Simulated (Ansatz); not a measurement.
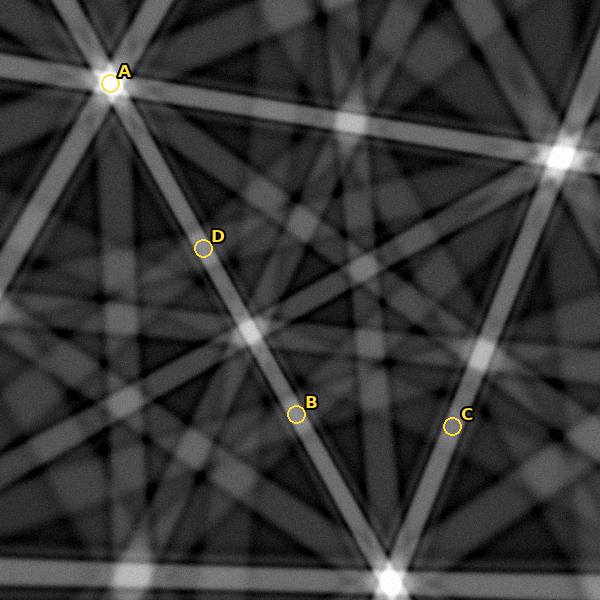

Simulated Kikuchi (electron backscatter) pattern at 20 kV: kinematic bands of width 2θ(Bragg) in gnomonic projection, seen from the camera side; the frame spans ±37° from its centre. Crystal: Ge, space group Im-3m (No. 229), a = 3.32 Å. Structure: the input geometry of an electronic-structure calculation (not necessarily at equilibrium); the starting structure was generated, so it need not be a known form of this composition.

```cif
data_structure
_symmetry_space_group_name_H-M 'Im-3m'
_symmetry_Int_Tables_number 229
_cell_length_a 3.3216
_cell_length_b 3.3216
_cell_length_c 3.3216
_cell_angle_alpha 90.000
_cell_angle_beta 90.000
_cell_angle_gamma 90.000
_cell_volume 36.65
loop_
_atom_site_label
_atom_site_type_symbol
_atom_site_symmetry_multiplicity
_atom_site_Wyckoff_symbol
_atom_site_fract_x
_atom_site_fract_y
_atom_site_fract_z
_atom_site_occupancy
Ge1 Ge 2 a 0.00000 0.00000 0.00000 1
```

Pole A is [111] and pole B is [33-1].

### Index the poles C and D.

C is [12-1], 61.9° from A and 20.5° from B. D is [331], 22.0° from A and 26.5° from B.

### Which band joins A and B, and how wide is it?

It comes from the planes common to both zones. The strongest order is 1 -1 0 with d = 2.349 Å, so the band is 2θ = 2.1° wide (λ = 0.0859 Å). Other orders of the same planes (2 -2 0) lie on the same centre line with other widths.
